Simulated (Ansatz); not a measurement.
**Nb(100) / 3 layers Li(100) / Nb(100): resistance against film thickness**

Wanted: interface resistance and thickness dependence for Nb(100) / 3 layers Li(100) / Nb(100).

Program: Ansatz 0.2.0. Level of theory: Ansatz plane-wave DFT, PBEsol, PAW files; ballistic transport by layer matching (Landauer), zero bias; PAW set soft_1. Results are calculated unless marked as measured.

**1. The starting structure**

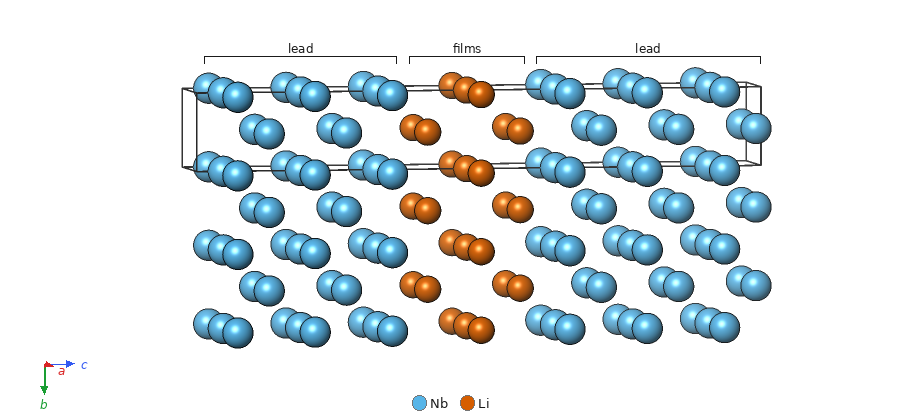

The cell as given, from the side, with the c axis across the page (niobium blue, lithium orange). 2×3×1 cells are drawn. Some periodic images of atoms are drawn too.

The cell holds 14 atoms: 11 Nb and 3 Li. Its edges and angles: a = 3.306 Å, b = 3.306 Å, c = 24.118 Å, α = 90.0°, β = 90.0°, γ = 90.0°. It derives from Nb and Li. Regions: lead, 11 atoms (11 Nb); films, 3 atoms (3 Li). The structure is stacked along c, and the current runs across the ab planes.

Structure file:

```cif
data_structure
_symmetry_space_group_name_H-M 'P 1'
_symmetry_Int_Tables_number 1
_cell_length_a 3.3063
_cell_length_b 3.3063
_cell_length_c 24.1184
_cell_angle_alpha 90.000
_cell_angle_beta 90.000
_cell_angle_gamma 90.000
_cell_volume 263.65
loop_
_atom_site_label
_atom_site_type_symbol
_atom_site_fract_x
_atom_site_fract_y
_atom_site_fract_z
_atom_site_occupancy
Nb1 Nb 0.00000 0.00000 0.03427 1
Nb2 Nb 0.50000 0.50000 0.10281 1
Nb3 Nb 0.00000 0.00000 0.17136 1
Nb4 Nb 0.50000 0.50000 0.23990 1
Nb5 Nb 0.00000 0.00000 0.30844 1
Li6 Li 0.50000 0.50000 0.38372 1
Li7 Li 0.00000 0.00000 0.46573 1
Li8 Li 0.50000 0.50000 0.54774 1
Nb9 Nb 0.00000 0.00000 0.62301 1
Nb10 Nb 0.50000 0.50000 0.69156 1
Nb11 Nb 0.00000 0.00000 0.76010 1
Nb12 Nb 0.50000 0.50000 0.82864 1
Nb13 Nb 0.00000 0.00000 0.89719 1
Nb14 Nb 0.50000 0.50000 0.96573 1
```

**2. With 3 layers**

The film is laid into the lead at the lead's in-plane lattice, and the cell closes on the lead's own image. The mesh across the current, 22×22, is finer than the density's, because channels open and close sharply across the zone. Energies from -1 to 1 eV in steps of 0.036 eV cover the slope of the Fermi function at 300 K, so the program can form a conductance.

Contents of input.yaml:

```yaml
crystal:
  lattice:
    - [3.3063, 0.0, 0.0]
    - [0.0, 3.3063, 0.0]
    - [0.0, 0.0, 24.1183842809]
  atoms:
    - { symbol: Nb, position: [0.0, 0.0, 0.0342715743] }
    - { symbol: Nb, position: [0.5, 0.5, 0.102814723] }
    - { symbol: Nb, position: [0.0, 0.0, 0.1713578717] }
    - { symbol: Nb, position: [0.5, 0.5, 0.2399010204] }
    - { symbol: Nb, position: [0.0, 0.0, 0.3084441691] }
    - { symbol: Li, position: [0.5, 0.5, 0.3837199709] }
    - { symbol: Li, position: [0.0, 0.0, 0.4657284257] }
    - { symbol: Li, position: [0.5, 0.5, 0.5477368804] }
    - { symbol: Nb, position: [0.0, 0.0, 0.6230126822] }
    - { symbol: Nb, position: [0.5, 0.5, 0.6915558309] }
    - { symbol: Nb, position: [0.0, 0.0, 0.7600989796] }
    - { symbol: Nb, position: [0.5, 0.5, 0.8286421283] }
    - { symbol: Nb, position: [0.0, 0.0, 0.897185277] }
    - { symbol: Nb, position: [0.5, 0.5, 0.9657284257] }
kpoints:
  mp_grid: { grid: [11, 11, 1] }
hamiltonian:
  xc: pbesol
  pseudopotentials: { kind: paw, azcp: { folder: soft_1 }, xc_functional: pbe }
scf:
  occupations: { method: fermi_dirac, width: 0.1 }
output:
  transmission: { leads: [[0, 1]], kmesh: [22, 22], e_range: [-1.0, 1.0], de: 0.036 }
  write_potential: true
  write_density: true
  volumetric_format: npy
  elf: true
```

Started as:

```console
$ ansatz run input.yaml --threads 4 --pin off --max-ram 8192MiB --backend cpu --events-out ev --progress --plain --runs-dir out
```

Numbers of over 12 decimals in the logs are rounded to 6 here.

Log:

```text
Engine: ansatz 0.2.0, x86_64-unknown-linux-gnu
Pseudopotentials: kind: paw
Pseudopotential: Nb, paw, valence charge 13, recommended cutoff 420 eV (normal), soft_1/Nb.paw.azcp
Pseudopotential: Li, paw, valence charge 3, recommended cutoff 420 eV (normal), soft_1/Li.paw.azcp
Functional definition: PBEsol
  exchange = pbesol_x
  correlation = pbesol_c
Crystal: 14 atoms, lattice volume = 263.653 Å³
Basis set: ecut = 420 eV, 5201 PW (Γ)
Bands: 92, of which v1, the nominal top of the filled ones, is band 76 counted from 1 (75 counted from 0)
Symmetry: 16 space group operations
Space group: P4/mmm (ITA 123), of the structure as read, at distance tolerance 6.4e-5 Å
k-points: 21 of 121
Non-local potential: Nb, projectors of the file, l = 0: 3, l = 1: 2, l = 2: 2, l = 3: 1
Non-local potential: Li, projectors of the file, l = 0: 3, l = 1: 2, l = 2: 1
PAW form: soft (Blöchl's): semilocal exchange-correlation on the pseudo side does not see the compensation charge
PAW frozen core: Nb, regenerated for the run's functional, and the local potential with it (the file was generated under x = pbe(κ = 0.804, μ = 0.219515), c = pbe(β = 0.066725))
PAW one-centre angular grid: Nb, 590 points (default); XC on 64 Gauss nodes
PAW one-centre angular grid: Li, 110 points (default); XC on 64 Gauss nodes
Initial density: superposition of atomic densities (chi_scale 0.1, normalization cell, long waves of neutral atoms (reshape's long-wave potential 4.17 eV rms, cloud 2.92 Å wide))
Initial wavefunctions: pseudopotential atomic-orbital guess
Functional: x = pbesol(κ = 0.804, μ = 0.123457), c = pbesol(β = 0.046)
SCF iter   1: F=—  HF=-50064.732084 eV  |F-HF|=—  |Δ(HF+E_count)|=         —  Δρ=7.71e-2  dr2=8.96e1  ethr=3.10e-3  ⟨swp⟩=8.0  Hψ=8339  notcnv=0  defer=3
preconditioner: auto → Kerker (q_TF=auto, 2.489 Å⁻¹)  [metal: Δε(μ)=0.003 eV  Ē_g=3.632 eV  σ=0.100 eV  W_gap=0.01  n_scr=70 (ndim 8)  ℏωp=17.4 eV  f_vac=0.000  D(μ)=13.16/eV (n_scr^D=134)]
SCF iter   2: F=—  HF=-50059.476490 eV  |F-HF|=—  |Δ(HF+E_count)|=    5.26e0  Δρ=4.36e-2  dr2=2.31e1  ethr=3.10e-3  ⟨swp⟩=3.3  Hψ=4001  notcnv=0  defer=9
SCF iter   3: F=—  HF=-50057.606917 eV  |F-HF|=—  |Δ(HF+E_count)|=    1.87e0  Δρ=1.40e-2  dr2=8.96e0  ethr=3.10e-3  ⟨swp⟩=4.7  Hψ=4322  notcnv=0  defer=9
SCF iter   4: F=—  HF=-50057.482561 eV  |F-HF|=—  |Δ(HF+E_count)|=   1.24e-1  Δρ=3.45e-3  dr2=4.01e-1  ethr=3.10e-3  ⟨swp⟩=1.6  Hψ=2219  notcnv=0  defer=7
SCF iter   5: F=—  HF=-50057.475621 eV  |F-HF|=—  |Δ(HF+E_count)|=   6.94e-3  Δρ=2.79e-3  dr2=7.95e-1  ethr=2.64e-4  ⟨swp⟩=1.8  Hψ=1982  notcnv=0  defer=7
SCF iter   6: F=—  HF=-50057.472732 eV  |F-HF|=—  |Δ(HF+E_count)|=   2.89e-3  Δρ=2.45e-3  dr2=4.86e-1  ethr=2.64e-4  ⟨swp⟩=1.1  Hψ=1944  notcnv=0  defer=6
SCF iter   7: F=—  HF=-50057.469268 eV  |F-HF|=—  |Δ(HF+E_count)|=   3.46e-3  Δρ=1.16e-3  dr2=9.36e-2  ethr=2.64e-4  ⟨swp⟩=1.0  Hψ=1926  notcnv=0  defer=6
SCF iter   8: F=—  HF=-50057.468324 eV  |F-HF|=—  |Δ(HF+E_count)|=   9.44e-4  Δρ=1.52e-4  dr2=1.59e-3  ethr=6.16e-5  ⟨swp⟩=1.0  Hψ=1926  notcnv=0  defer=6
SCF iter   9: F=—  HF=-50057.468329 eV  |F-HF|=—  |Δ(HF+E_count)|=   4.46e-6  Δρ=1.06e-4  dr2=6.72e-4  ethr=1.04e-6  ⟨swp⟩=1.0  Hψ=1926  notcnv=0  defer=6
SCF iter  10: F=—  HF=-50057.468312 eV  |F-HF|=—  |Δ(HF+E_count)|=   1.66e-5  Δρ=1.26e-5  dr2=5.45e-6  ethr=4.42e-7  ⟨swp⟩=1.0  Hψ=1926  notcnv=0  defer=6
SCF iter  11: F=—  HF=-50057.468756 eV  |F-HF|=—  |Δ(HF+E_count)|=   4.44e-4  Δρ=2.96e-6  dr2=1.22e-7  ethr=3.58e-9  ⟨swp⟩=1.6  Hψ=2013  notcnv=0  defer=6
SCF iter  12: F=-50057.468756 eV  HF=-50057.468756 eV  |F-HF|=5.31e-9  |Δ(HF+E_count)|=   2.20e-9  Δρ=8.49e-7  dr2=6.96e-9  ethr=6.58e-11  ⟨swp⟩=8.7  Hψ=4823  notcnv=0
SCF 1 converged in 12 iterations: F = -50057.468756 eV  dr2 = 6.96e-9
  greatest PAW one-centre occupation: 1.000 electrons in one spin orbital (limit 2), on the Li atom at site 7 (counted from 0), in its partial waves of l = 0
transmission: 336 of 3354 steps passed
transmission: 672 of 3354 steps passed
[...]
transmission: 3354 of 3354 steps passed
SCF converged after 12 iterations
Free energy (F): -50057.468756 eV
Harris-Foulkes:  -50057.468756 eV  (|F-HF|=5.31e-9)
Internal energy: -50056.869467 eV  (E = F + TS)
E sigma→0 (E₀):  -50057.169112 eV
Entropy (-TS):   -0.599289 eV (-42.806 meV/atom)
Fermi energy:    13.455928 eV
--- Per-component energies (eV) ---
  E_band       = -1520.856269
  E_kinetic    = 4142.320017
  E_local      = -34640.588764  (includes V_loc(G=0)·N_el)
  E_nonlocal   = 1006.003912
  E_hartree    = 15777.683217
  E_xc         = -1831.048222
  E_vxc        = -2226.946795  (∫ρ·V_xc dr)
  E_paw        = -33358.583180  (= ΣΔE_a)
  E_vpaw       = -1357.026401  (= ΣTr[D̂ρ^β])
  E_aug_tail   = 0.001177  (compensation charges beyond the density's cutoff)
  E_ewald      = -1154.733430
  E_core_change = 2.075805  (= ΣΔE_core)
  E_smearing   = -0.599289  (= −TS)
  E_closure    = -0.000000  (closes the sum)
  Σ components = -50057.468756   (vs F -50057.468756, Δ=0.00e0)
--- Band table (eV; the first three rows and the last of 21) ---
  k-point 0: bands = [... 72 lower, 13.7947, 13.8268, 13.8268, 13.8593, 14.0132, 14.0397, 14.0397, 14.0890, ... 12 higher]
  k-point 1: bands = [... 72 lower, 13.6378, 13.7505, 13.7940, 13.8268, 13.8279, 13.8938, 14.0888, 14.2201, ... 12 higher]
  k-point 2: bands = [... 72 lower, 13.4184, 13.4194, 13.4876, 13.6544, 13.6976, 13.8732, 13.9129, 14.0067, ... 12 higher]
  k-point 20: bands = [... 72 lower, 13.1896, 13.2910, 13.8771, 13.9661, 14.2193, 14.3658, 14.9570, 14.9987, ... 12 higher]
--- Transmission ---
  basis      : 97 plane waves across, 43 finite elements along
  points     : 78, standing for a mesh of 22 x 22
  filling    : by the input's occupations and mesh, since the crystals that have channels conduct as metals do. If one of these is a semiconductor, that mesh has misplaced its level
  energies   : 56 from -1.000000 to 0.980000 eV about the Fermi level, 0.036000 eV apart; the leads are filled to 0.000000 eV, and channels, transmission and decay are at 0.008000 eV
  crystal 0  : Nb1, at the sites [0, 1], period 1.6531 Å, over 18.18 Å; its Hamiltonian steps by up to 11.1 meV
    offset         : up to 0.0000 Å between an atom of the period and one for which it stands
    filled         : 11.8 meV over the level at which it is neutral
    channels       : 2.692149e0 a spin
    conductance    : 1.9283e15 S/m² at 300 K; may be off by some 0.0 % by where its bands' edges are placed, 3.6 % from the k-mesh, 1.0 % from the distance to neutral
  junction   : crystal 0 to crystal 0, -0.70 to 21.77 Å
    transmission   : 6.403833e-1 a spin
    conductance    : 4.5746e14 S/m² at 300 K (4.3397e14 on every other point, 4.5697e14 on every other energy)
    error estimate : 0.1 % from the energy spacing and 0.9 % from band edges of the leads and from resonances (wavevectors taken as independent; lower de), 6.5 % from the k-mesh, 9.2 % from the steps of its leads' Hamiltonians or their offsets (lay more layers), 1.3 % from the distance to neutral
    resistance     : 1.6673e-3 Ω µm² beyond half of each lead's own
```

Elapsed: 4 min, on 4 threads of Intel Xeon Platinum 8488C (Sapphire Rapids), shared host; peak memory 1 GiB; 14 min of CPU time.

Reading the cycles: dr2 is the Hartree energy of the density residual (eV), the measure of convergence; HF is the Harris–Foulkes estimate of the energy, which meets the free energy F at convergence.

Numbers from this step:

```yaml
free_energy: -50057.4688 eV
energy_at_zero_smearing: -50057.1691 eV
fermi_energy: 13.46 eV
cell_area: 10.93 Å²
step_of_the_lead_s_potential: 11.1 meV
ballistic_conductance_of_the_lead: 1.93e15 S/m²
estimated_errors_of_the_lead_s_conductance: 0, 3.6, 1 % (band edges, k-mesh, distance from neutral)
lead_conductance_per_cell: 2.721 G₀
conductance_of_the_junction: 4.57e14 S/m²
junction_conductance_per_cell: 0.6454 G₀
estimated_errors_of_the_junction_s_conductance: 0.1, 0.9, 6.5, 9.2, 1.3 % (energy step, band edges, k-mesh, leads' steps, distance from neutral)
area_resistance_that_the_stack_adds_contact_term_taken_off_spin_by_spin: 1.667 fΩ m²
```

Per spin. The transmission, zone mean by energy, zero at the Fermi level:

```csv
energy (eV),"transmission, zone mean"
-1.000,0.294
-0.892,0.269
-0.784,0.262
-0.640,0.286
-0.532,0.345
-0.424,0.414
-0.316,0.581
-0.172,0.684
-0.136,0.714
-0.064,0.668
0.008,0.640
0.044,0.608
0.152,0.503
0.296,0.475
0.404,0.368
0.512,0.309
0.620,0.324
0.764,0.353
0.872,0.299
0.980,0.301
```

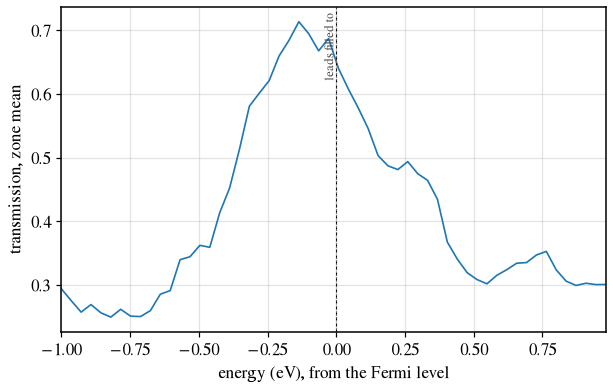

Transmission, zone mean against energy.

Per spin. Table of open channels, zone mean, lead by energy, zero at the Fermi level:

```csv
energy (eV),"open channels, zone mean, lead"
-1.000,1.86
-0.784,1.97
-0.604,2.00
-0.388,2.64
-0.208,3.24
0.008,2.69
0.188,2.22
0.404,1.69
0.584,1.49
0.800,1.37
```

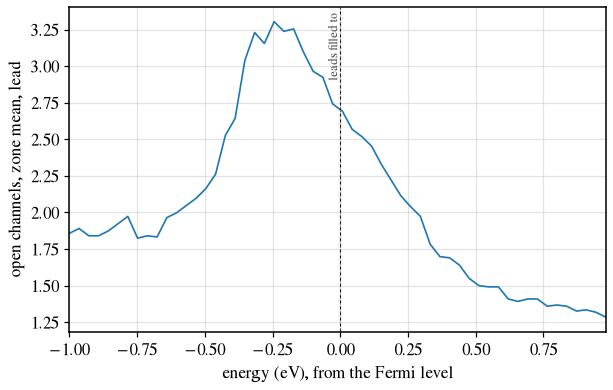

Open channels, zone mean, lead against energy.

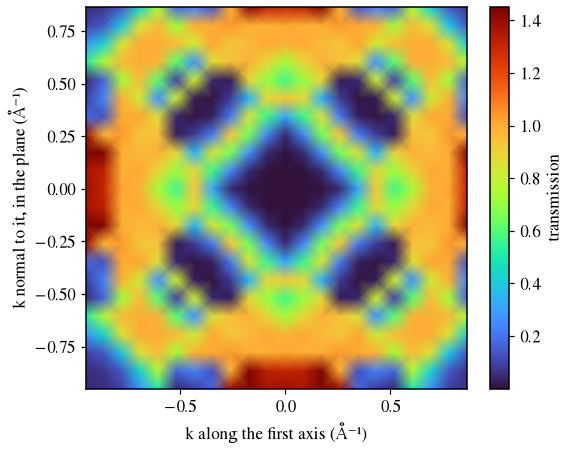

Transmission over k1 and k2. At 0.0080 eV from the Fermi level.

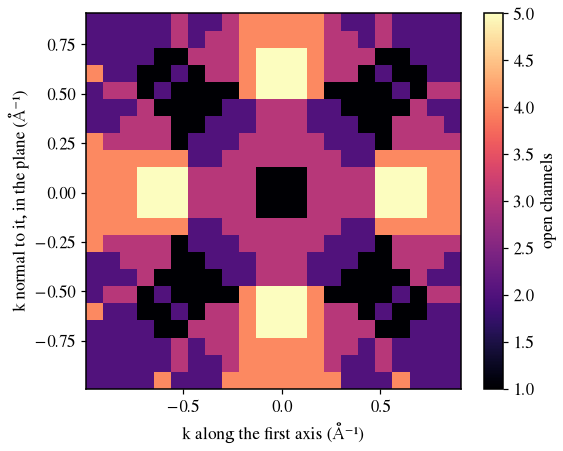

Open channels over k1 and k2. At 0.0080 eV from the Fermi level.

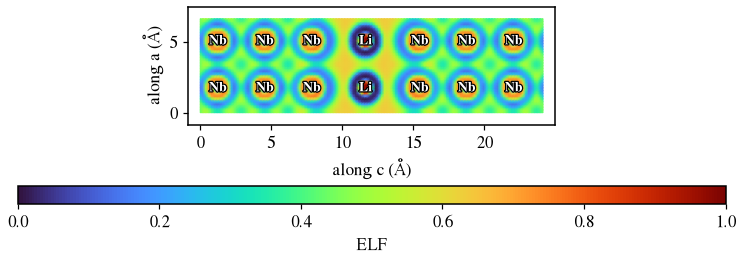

ELF in the ca plane at fractional y = 0.000, with atoms of Nb and Li within 0.2 Å of it. It is the smooth field of the valence electrons, not physical close to the nuclei. The map starts off the cell's origin, so that atoms lie inside it.

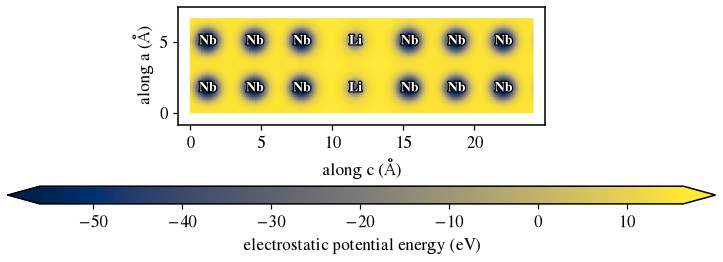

Electrostatic potential energy in the ca plane at fractional y = 0.000, with atoms of Nb and Li within 0.2 Å of it. With pseudopotentials it is smooth inside the atoms' cores, unlike the true potential. The map starts off the cell's origin, so that atoms lie inside it.

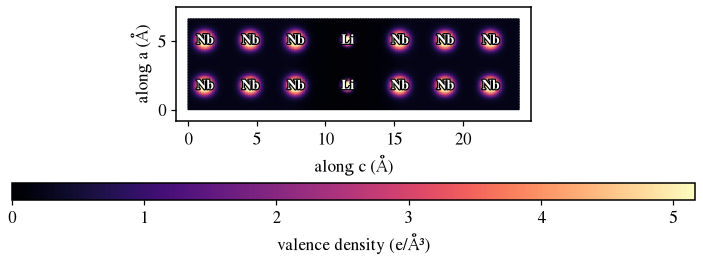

Valence density in the ca plane at fractional y = 0.000, with atoms of Nb and Li within 0.2 Å of it. It is the smooth field of the valence electrons, not physical close to the nuclei. The map starts off the cell's origin, so that atoms lie inside it.

The lead's potential steps by 11 meV from period to period, small in itself. The program estimates the junction's conductance to 6.5 % from the k-mesh, 1.3 % from the leads' distance from neutral and 9.2 % from their steps.

By hand: 1/G − 1/G_lead = 1/0.4575 − 1/1.928 = 1.67 fΩ m² with G in 10¹⁵ S/m².

**3. With 5 layers, film layers 5**

The stack now holds 5 film layers; the k-mesh follows the cell, and the energies span -0.27 to 0.27 eV.

System of this step: Nb(100) / 5 layers Li(100) / Nb(100). The cell holds 16 atoms: 11 Nb and 5 Li. Cell: a = 3.306 Å, b = 3.306 Å, c = 28.074 Å, α = 90.0°, β = 90.0°, γ = 90.0°. It derives from Nb and Li. Regions: lead, 11 atoms (11 Nb); films, 5 atoms (5 Li). The structure is stacked along c, and the current runs across the ab planes.

Contents of input.yaml:

```yaml
crystal:
  lattice:
    - [3.3063, 0.0, 0.0]
    - [0.0, 3.3063, 0.0]
    - [0.0, 0.0, 28.0742071348]
  atoms:
    - { symbol: Nb, position: [0.0, 0.0, 0.0294425056] }
    - { symbol: Nb, position: [0.5, 0.5, 0.0883275167] }
    - { symbol: Nb, position: [0.0, 0.0, 0.1472125279] }
    - { symbol: Nb, position: [0.5, 0.5, 0.206097539] }
    - { symbol: Nb, position: [0.0, 0.0, 0.2649825501] }
    - { symbol: Li, position: [0.5, 0.5, 0.3296515435] }
    - { symbol: Li, position: [0.0, 0.0, 0.4001045189] }
    - { symbol: Li, position: [0.5, 0.5, 0.4705574944] }
    - { symbol: Li, position: [0.0, 0.0, 0.5410104699] }
    - { symbol: Li, position: [0.5, 0.5, 0.6114634454] }
    - { symbol: Nb, position: [0.0, 0.0, 0.6761324387] }
    - { symbol: Nb, position: [0.5, 0.5, 0.7350174499] }
    - { symbol: Nb, position: [0.0, 0.0, 0.793902461] }
    - { symbol: Nb, position: [0.5, 0.5, 0.8527874721] }
    - { symbol: Nb, position: [0.0, 0.0, 0.9116724833] }
    - { symbol: Nb, position: [0.5, 0.5, 0.9705574944] }
kpoints:
  mp_grid: { grid: [11, 11, 1] }
hamiltonian:
  xc: pbesol
  pseudopotentials: { kind: paw, azcp: { folder: soft_1 }, xc_functional: pbe }
scf:
  occupations: { method: fermi_dirac, width: 0.1 }
output:
  transmission:
    leads: [[0, 1]]
    kmesh: [22, 22]
    e_range: [-0.27, 0.27]
    de: 0.036
  write_potential: true
  write_density: true
  volumetric_format: npy
```

Log:

```text
[...]
Crystal: 16 atoms, lattice volume = 306.897 Å³
Basis set: ecut = 420 eV, 6061 PW (Γ)
Bands: 95, of which v1, the nominal top of the filled ones, is band 79 counted from 1 (78 counted from 0)
Symmetry: 16 space group operations
[...]
k-points: 21 of 121
[...]
--- Transmission ---
  basis      : 97 plane waves across, 46 finite elements along
  points     : 78, standing for a mesh of 22 x 22
[...]
filled         : 19.3 meV over the level at which it is neutral
    channels       : 2.708678e0 a spin
[...]
junction   : crystal 0 to crystal 0, -0.70 to 25.72 Å
    transmission   : 6.073306e-1 a spin
[...]
resistance     : 1.7751e-3 Ω µm² beyond half of each lead's own
[key lines of the parts left out:]
SCF converged after 12 iterations
Free energy (F): -50463.438360 eV
Fermi energy:    11.682566 eV
```

It took 2.1 min on 4 threads; peak memory 1.1 GiB.

This step gave:

| Property | Result |
| --- | --- |
| free energy | -50463.4384 eV |
| energy at zero smearing | -50463.1222 eV |
| Fermi energy | 11.68 eV |
| step of the lead's potential | 15 meV |
| ballistic conductance of the lead | 1.92e15 S/m² |
| estimated errors of the lead's conductance | 0, 3.6, 1.7 % (band edges, k-mesh, distance from neutral) |
| lead conductance per cell | 2.702 G₀ |
| conductance of the junction | 4.35e14 S/m² |
| junction conductance per cell | 0.6142 G₀ |
| estimated errors of the junction's conductance | 0.1, 0, 7.9, 15.9, 2.1 % (energy step, band edges, k-mesh, leads' steps, distance from neutral) |
| area resistance that the stack adds (contact term taken off, spin by spin) | 1.775 fΩ m² |

Per spin. Table of transmission, zone mean by energy, zero at the Fermi level:

```csv
energy (eV),"transmission, zone mean"
-0.270,0.630
-0.234,0.671
-0.198,0.682
-0.162,0.696
-0.126,0.659
-0.090,0.649
-0.054,0.659
-0.018,0.636
0.018,0.607
0.054,0.562
0.090,0.533
0.126,0.496
0.162,0.468
0.198,0.432
0.234,0.423
0.270,0.413
```

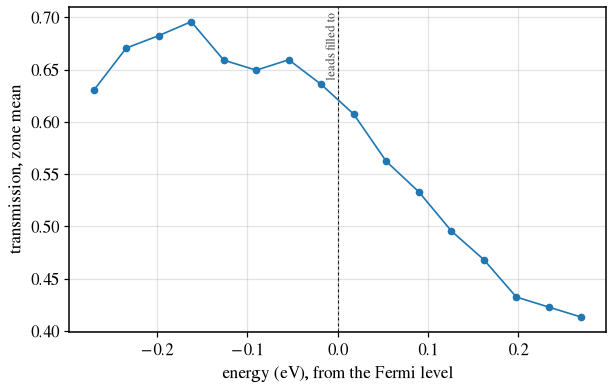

Transmission, zone mean, plotted against energy.

The conductance of the junction is 4.4e14 S/m², 4.8 % under the 4.6e14 S/m² of the last finished run, within the error estimates, leads' steps apart, of 6.5 and 7.9 %. The estimate from the leads' steps, 16 %, is larger still.

(Continued in part 2 of 2.)

[Logs are printed without paths, hosts, clocks, repeated set-up lines and the standing remarks that a program may print on its own settings, such as how far it seeks lower states.]

[Hosts, paths, dates, database ids (printed as entryN), source tags and the programs' standing remarks are cut or masked in the printed files.]
